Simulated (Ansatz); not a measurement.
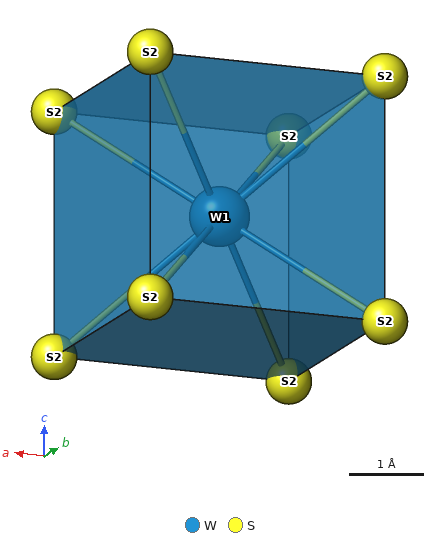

**Figure 1.** The structure (polyhedral view of the cell of the calculation, seen at an oblique angle; polyhedra are completed across the faces of the cell; atoms are numbered from 1 in the order of the input). An atom can appear more than once, as a periodic image.

## Two runs on WS

System: WS (Pm-3m, 2 atoms in the cell).
Method of run 1: Kohn-Sham DFT of a periodic cell, PBE0, Ansatz PAW, no spin polarisation (Ansatz 0.2.0).

The structure was made by swapping elements on the sites of another compound; it need not be a known phase. Text and figures count atoms from 1; the logs count them from 0 in places.

**Input file, run 1**
```yaml
crystal:
  lattice:
    - [3.44484848, 0.0, 0.0]
    - [0.0, 3.44484848, 0.0]
    - [0.0, 0.0, 3.44484848]
  atoms:
    - { symbol: W, position: [0.5, 0.5, 0.5] }
    - { symbol: S, position: [0.0, 0.0, 0.0] }
hamiltonian:
  xc: pbe0
  pseudopotentials: { kind: paw }
kpoints:
  mp_grid: { grid: [4, 4, 4] }
scf:
  occupations: { method: fermi_dirac, width: 0.05 }
output:
  forces: true
  stress: true
  eigenvalues: true
  write_density: true
  write_potential: true
  elf: true
  volumetric_format: npy
```

Hardware: 1 × NVIDIA H100 80GB HBM3, 2 threads of AMD EPYC (Zen 3), 1656 GiB of memory available, shared host.

**Output, shortened to warnings, some set-up lines, iterations and results (run 1)**
```
Warning: output.stress: scf.convergence.dr2_threshold = 1e-7 eV (the SCF's general default) is looser than the 2e-10 eV advised for a printed stress (1e-10 eV for each atom of the cell: 2). What an SCF threshold leaves in a stress goes as its square root, and in the free energy as the threshold itself, and one threshold admits the most on a small cell: of the crystals measured, under no hybrid …
Warning: output.stress: scf.exx.energy_threshold = 1e-6 eV is looser than the 2e-8 eV advised for a stress under a hybrid functional (1e-8 eV for each atom of the cell: 2). Every SCF of the exchange loop can meet its threshold on dr2 while the loop round them stops early: no threshold on dr2 bounds what that leaves in the stress. Set scf.exx.energy_threshold to 2e-8 eV or tighter. The threshold …
Basis set: ecut = 420 eV, 799 PW (Γ), exchange–correlation on 48×48×48 points (8 copies of the dense FFT grid, shifted against one another)
Symmetry: 48 space group operations
k-points: 10 of 64
Initial density: superposition of atomic densities (neutral atoms: chi_scale 0, normalization atom), corrected by the library's trained network
[...]
SCF iter   1: F=—  HF=-11284.215415 eV  |F-HF|=—  |Δ(HF+E_count)|=         —  Δρ=5.57e-3  dr2=1.61e-2  ethr=1.77e-3  ⟨swp⟩=5.0  Hψ=524  notcnv=0
SCF iter   2: F=—  HF=-11284.213580 eV  |F-HF|=—  |Δ(HF+E_count)|=   1.83e-3  Δρ=3.28e-3  dr2=6.68e-3  ethr=8.06e-5  ⟨swp⟩=2.8  Hψ=282  notcnv=0  defer=1
SCF iter   3: F=—  HF=-11284.212503 eV  |F-HF|=—  |Δ(HF+E_count)|=   1.08e-3  Δρ=2.60e-4  dr2=1.29e-5  ethr=6.25e-8  ⟨swp⟩=4.0  Hψ=712  notcnv=0
SCF iter   4: F=—  HF=-11284.212507 eV  |F-HF|=—  |Δ(HF+E_count)|=   4.24e-6  Δρ=3.78e-5  dr2=9.42e-7  ethr=6.25e-8  ⟨swp⟩=3.0  Hψ=256  notcnv=0
SCF iter   5: F=—  HF=-11284.212507 eV  |F-HF|=—  |Δ(HF+E_count)|=   8.03e-8  Δρ=6.38e-6  dr2=8.37e-9  ethr=4.71e-9  ⟨swp⟩=3.1  Hψ=276  notcnv=0
[... 42 lines ...]
SCF iter   9: F=-11282.454925 eV  HF=-11282.454925 eV  |F-HF|=1.87e-9  |Δ(HF+E_count)|=   8.91e-8  Δρ=4.30e-6  dr2=5.32e-9  ethr=1.00e-12  ⟨swp⟩=5.2  Hψ=416  notcnv=0
SCF 7 converged in 9 iterations: F = -11282.454925 eV  dr2 = 5.32e-9
SCF iter   1: F=—  HF=-11282.454925 eV  |F-HF|=—  |Δ(HF+E_count)|=         —  Δρ=6.44e-6  dr2=6.80e-9  ethr=9.66e-10  ⟨swp⟩=3.5  Hψ=332  notcnv=0
SCF iter   2: F=-11282.454925 eV  HF=-11282.454925 eV  |F-HF|=5.22e-10  |Δ(HF+E_count)|=   1.82e-9  Δρ=3.14e-6  dr2=1.14e-9  ethr=3.32e-11  ⟨swp⟩=3.0  Hψ=262  notcnv=0
SCF 8 converged in 2 iterations: F = -11282.454925 eV  dr2 = 1.14e-9
  Residual-converged pass: ⟨swp⟩=2.8  Hψ=252  notcnv=0  max |occ|·‖R‖ = 2.1e-6 eV (tolerance 2.1e-6 eV)  dr2=1.14e-9  dr2_onsite=9.88e-11  max |Δocc| = 2.8e-13
hybrid outer 7: dexx = +1.113e-9 eV, tail = 4.77e-9 eV, Δε = 8.32e-5 eV (about 8.52e-5 eV left of the loop's levels), ΔF = 1.81e-28 eV/Å (tail 1.21e-28)
hybrid SCF converged: 7 outer / 38 inner (+6 warm-up), last move |dexx| = 1.11e-9 eV, tail = 4.77e-9 eV
Stability not checked: this state was not tested for a lower state beside it, because the functional holds exact exchange (a hybrid, or Hartree-Fock), whose exchange loop this test does not read (fock_operator; see scf.lower_state_search)
Free energy (F): -11282.454925 eV
Frozen-core exchange: fock
Harris-Foulkes:  -11282.454925 eV  (|F-HF|=5.22e-10)
Internal energy: -11282.442255 eV  (E = F + TS)
E sigma→0 (E₀):  -11282.448590 eV
Entropy (-TS):   -0.012670 eV (-6.335 meV/atom)
Fermi energy:    12.385807 eV
--- Per-component energies (eV) ---
  E_band       = -242.535002
  E_kinetic    = 539.503143
  E_local      = -1026.278042  (includes V_loc(G=0)·N_el)
  E_nonlocal   = 31.747187
  E_hartree    = 349.242088
  E_xc         = -274.410558
  E_vxc        = -244.212803  (∫ρ·V_xc dr)
  E_exx        = -57.771371  (= α·E_x^exact, valence–valence)
  E_paw        = -9184.101698  (= ΣΔE_a)
  E_vpaw       = -126.235480  (= ΣTr[D̂ρ^β])
  E_aug_tail   = -0.000064  (compensation charges beyond the density's cutoff)
  E_ewald      = -1657.345143
  E_core_change = -3.027797  (= ΣΔE_core)
  E_smearing   = -0.012670  (= −TS)
  E_closure    = -0.000000  (closes the sum)
  Σ components = -11282.454925   (vs F -11282.454925, Δ=0.00e0)
--- Forces (eV/Å), atoms counted from 1 ---
  atom   1  W      0.00000000     0.00000000     0.00000000
  atom   2  S     -0.00000000     0.00000000     0.00000000
  max |Σ_I F_I| component: 1.72e-28 eV/Å
--- Stress (GPa, compression-positive) ---
      -39.328954       0.000000       0.000000
       -0.000000     -39.328954      -0.000000
        0.000000      -0.000000     -39.328954
  P = ⅓ Tr σ = -39.3290 GPa (-393.290 kbar)
```

Run 2 used a changed input.

**The two runs side by side**

```tsv
quantity	run 1	run 2
outcome	converged	converged
free energy per atom (eV)	−5641.2275	−5645.0484
energy per atom, smearing taken to zero (eV)	−5641.2243	−5645.0454
gap on the mesh (eV)	0.00	0.00
pressure (GPa)	−39.33	−43.54
largest force (eV/Å)	0.000	0.000
SCF iterations	44	38
irreducible k-points	10	10
plane waves at Γ	799	1021
wall time (shared host)	51 s	20 s
```

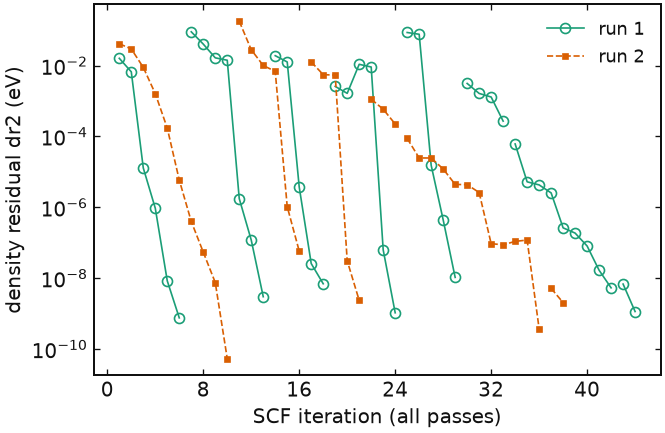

**Figure 2.** Convergence of the two runs: density residual dr2 against the SCF iteration. A break in a curve parts two SCF passes. Run 1 takes 44 iterations in all, and run 2 takes 38.

Which change of the input explains these differences?

The change (lines with − go, lines with + come):
```diff
-  xc: pbe0
+  xc: r2scan50
```

The total energies belong to different methods, so their difference says nothing on which is more stable or more accurate. The pressure goes from −39.33 to −43.54 GPa. The functional changes from PBE0 to r2scan50. The SCF takes 38 iterations against 44. The default cutoff goes from 420 to 500 eV with the change. The plane waves at Γ go from 799 to 1021. On the same kind of shared host run 2 took about 0.4 times as long.

**Output, shortened to warnings, some set-up lines, iterations and results (run 2)**
```
Warning: output.stress: scf.convergence.dr2_threshold = 1e-7 eV (the SCF's general default) is looser than the 2e-10 eV advised for a printed stress (1e-10 eV for each atom of the cell: 2). What an SCF threshold leaves in a stress goes as its square root, and in the free energy as the threshold itself, and one threshold admits the most on a small cell: of the crystals measured, under no hybrid …
Warning: output.stress: scf.exx.energy_threshold = 1e-6 eV is looser than the 2e-8 eV advised for a stress under a hybrid functional (1e-8 eV for each atom of the cell: 2). Every SCF of the exchange loop can meet its threshold on dr2 while the loop round them stops early: no threshold on dr2 bounds what that leaves in the stress. Set scf.exx.energy_threshold to 2e-8 eV or tighter. The threshold …
Basis set: ecut = 500 eV, 1021 PW (Γ), exchange–correlation on 108×108×108 points (64 copies of the dense FFT grid, shifted against one another)
Symmetry: 48 space group operations
k-points: 10 of 64
Initial density: superposition of atomic densities (neutral atoms: chi_scale 0, normalization atom), corrected by the library's trained network
[...]
SCF iter   1: F=—  HF=-11300.106210 eV  |F-HF|=—  |Δ(HF+E_count)|=         —  Δρ=1.14e-2  dr2=4.15e-2  dr2_τ=1.11e-2  ethr=1.77e-3  ⟨swp⟩=5.2  Hψ=527  notcnv=0
SCF iter   2: F=—  HF=-11300.140942 eV  |F-HF|=—  |Δ(HF+E_count)|=   3.47e-2  Δρ=8.93e-3  dr2=2.96e-2  dr2_τ=5.44e-3  ethr=2.07e-4  ⟨swp⟩=4.5  Hψ=424  notcnv=0
SCF iter   3: F=—  HF=-11300.138903 eV  |F-HF|=—  |Δ(HF+E_count)|=   2.04e-3  Δρ=7.41e-3  dr2=8.94e-3  dr2_τ=5.44e-4  ethr=1.48e-4  ⟨swp⟩=3.1  Hψ=336  notcnv=0
SCF iter   4: F=—  HF=-11300.143589 eV  |F-HF|=—  |Δ(HF+E_count)|=   4.69e-3  Δρ=3.36e-3  dr2=1.62e-3  dr2_τ=1.14e-4  ethr=4.47e-5  ⟨swp⟩=2.8  Hψ=265  notcnv=0
SCF iter   5: F=—  HF=-11300.144365 eV  |F-HF|=—  |Δ(HF+E_count)|=   7.76e-4  Δρ=8.19e-4  dr2=1.72e-4  dr2_τ=2.41e-5  ethr=8.12e-6  ⟨swp⟩=3.3  Hψ=376  notcnv=0
[... 34 lines ...]
SCF iter  12: F=-11290.096725 eV  HF=-11290.096725 eV  |F-HF|=2.02e-10  |Δ(HF+E_count)|=   2.84e-8  Δρ=9.20e-7  dr2=3.71e-10  dr2_τ=1.46e-10  ethr=1.00e-12  ⟨swp⟩=5.0  Hψ=474 …
SCF 5 converged in 12 iterations: F = -11290.096725 eV  dr2 = 3.71e-10
SCF iter   1: F=—  HF=-11290.096723 eV  |F-HF|=—  |Δ(HF+E_count)|=         —  Δρ=4.93e-6  dr2=5.14e-9  dr2_τ=5.38e-9  ethr=7.20e-9  ⟨swp⟩=3.1  Hψ=373  notcnv=0
SCF iter   2: F=-11290.096723 eV  HF=-11290.096723 eV  |F-HF|=3.80e-10  |Δ(HF+E_count)|=   1.10e-8  Δρ=2.61e-6  dr2=2.04e-9  dr2_τ=4.25e-10  ethr=1.18e-11  ⟨swp⟩=3.4  Hψ=345  …
SCF 6 converged in 2 iterations: F = -11290.096723 eV  dr2 = 2.04e-9
  Residual-converged pass: ⟨swp⟩=2.0  Hψ=220  notcnv=0  max |occ|·‖R‖ = 2.4e-6 eV (tolerance 2.4e-6 eV)  dr2=2.04e-9  dr2_τ=4.25e-10  dr2_onsite=5.08e-11  max |Δocc| = 3.2e-14
hybrid outer 5: dexx = +1.734e-8 eV, tail = 5.57e-9 eV, Δε = 3.30e-4 eV (about 7.62e-5 eV left of the loop's levels), ΔF = 2.00e-29 eV/Å (tail 1.13e-29)
hybrid SCF converged: 5 outer / 28 inner (+10 warm-up), last move |dexx| = 1.73e-8 eV, tail = 5.57e-9 eV
Stability not checked: this state was not tested for a lower state beside it, because the functional holds exact exchange (a hybrid, or Hartree-Fock), whose exchange loop this test does not read (fock_operator; see scf.lower_state_search)
Free energy (F): -11290.096723 eV
Frozen-core exchange: fock
Harris-Foulkes:  -11290.096723 eV  (|F-HF|=3.80e-10)
Internal energy: -11290.084713 eV  (E = F + TS)
E sigma→0 (E₀):  -11290.090718 eV
Entropy (-TS):   -0.012010 eV (-6.005 meV/atom)
Fermi energy:    12.947844 eV
--- Per-component energies (eV) ---
  E_band       = -290.197128
  E_kinetic    = 537.896526
  E_local      = -1019.829466  (includes V_loc(G=0)·N_el)
  E_nonlocal   = 32.709708
  E_hartree    = 345.692565
  E_xc         = -182.732671
  E_vxc        = -181.702544  (∫ρ·V_xc dr)
  E_exx        = -115.655399  (= α·E_x^exact, valence–valence)
  E_paw        = -9224.605286  (= ΣΔE_a)
  E_vpaw       = -125.606480  (= ΣTr[D̂ρ^β])
  E_aug_tail   = -0.000044  (compensation charges beyond the density's cutoff)
  E_vtau       = 6.260444  (kinetic-family band-sum trace: ∫τ·v_τ [+ j·A + Jᵃ·Aᵃ] dr)
  E_ewald      = -1657.345143
  E_core_change = -6.215503  (= ΣΔE_core)
  E_smearing   = -0.012010  (= −TS)
  E_closure    = 0.000000  (closes the sum)
  Σ components = -11290.096723   (vs F -11290.096723, Δ=0.00e0)
--- Forces (eV/Å), atoms counted from 1 ---
  atom   1  W      0.00000000     0.00000000     0.00000000
  atom   2  S      0.00000000    -0.00000000    -0.00000000
  max |Σ_I F_I| component: 2.34e-29 eV/Å
--- Stress (GPa, compression-positive) ---
      -43.538158      -0.000000       0.000000
        0.000000     -43.538158       0.000000
        0.000000       0.000000     -43.538158
  P = ⅓ Tr σ = -43.5382 GPa (-435.382 kbar)
```

For both runs: Warnings: the exchange loop's threshold is looser than advised for the stress; the SCF threshold is looser than advised for the printed stress. Spin–orbit coupling is left out, which matters for W. For run 1: The cell is under a tension of 39 GPa at this level, so it is not at its equilibrium volume. For run 2: The cell is under a tension of 44 GPa at this level, so it is not at its equilibrium volume.
